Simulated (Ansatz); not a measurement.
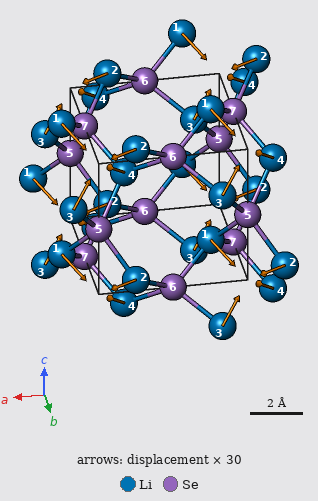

A relaxation of a crystal of Li₄Se₃ (a generated structure, set up in P-43m). The starting structure is drawn; orange arrows show the displacements (the part carried along by the change of the cell is left out), 30 times their true length.

The picture is a ball-and-stick view of the cell of the calculation, seen from a free direction.

Theory: DFT PBE, scalar-relativistic, plane waves, PAW; settings changed (Ansatz).

Input file:
```yaml
crystal:
  lattice:
    - [5.9444651955, 0.0, 0.0]
    - [0.0, 5.9444651955, 0.0]
    - [0.0, 0.0, 5.9444651955]
  atoms:
    - { symbol: Li, position: [0.2088798081, 0.7911201919, 0.2088798081] }
    - { symbol: Li, position: [0.7911201919, 0.2088798081, 0.2088798081] }
    - { symbol: Li, position: [0.2088798081, 0.2088798081, 0.7911201919] }
    - { symbol: Li, position: [0.7911201919, 0.7911201919, 0.7911201919] }
    - { symbol: Se, position: [0.0, 0.0, 0.5] }
    - { symbol: Se, position: [0.5, 0.0, 0.0] }
    - { symbol: Se, position: [0.0, 0.5, 0.0] }
basis:
  ecutwfc: 420
kpoints:
  mp_grid: { grid: [6, 6, 6] }
hamiltonian:
  xc: pbe
scf:
  occupations: { method: gaussian, width: 0.1 }
  lower_state_search: standard
  mixing: { preconditioner: ldos }
output:
  forces: true
  eigenvalues: true
  stress: true
relax:
  adjacent_minimum: "off"
  f_tol: 0.01
  max_steps: 80
  cell: { stress_tol: 0.05 }
```

Launched with:
```bash
ansatz run input.yaml --threads 1 --pin off --max-ram 2048MiB --backend cpu --events-out ev --progress --plain --runs-dir out
```

> Which element moves most?

Lithium: up to 0.049 Å, against 0.000 Å for selenium.

> What happened in the run?

Over 2 accepted moves (3 points after the start) the energy falls by 6.9 meV per cell of the calculation. The largest force component goes from 0.019 to 0.0026 eV/Å. The pressure goes from 0.23 to −0.04 GPa. The SCF was repeated once at an unchanged geometry on a basis and grid sized afresh for the cell, which shifted the energy by 0.1 meV per cell of the calculation at most. The largest moves relative to the cell, 0.049 Å, are those of Li1, Li2, Li3 and Li4. Li4 goes along [1 1 1]. Se stays in place. Cell: a = b = c 5.944 → 5.994 Å (+0.8 %). Volume +2.5 %. Near-neighbour distances that change, for instance: Li1–Se5 2.465 → 2.478 Å. Among the angles between lasting bonds that change: Li1–Se5–Li2 90.8° → 88.6°. The space group stays P-43m (No. 215).
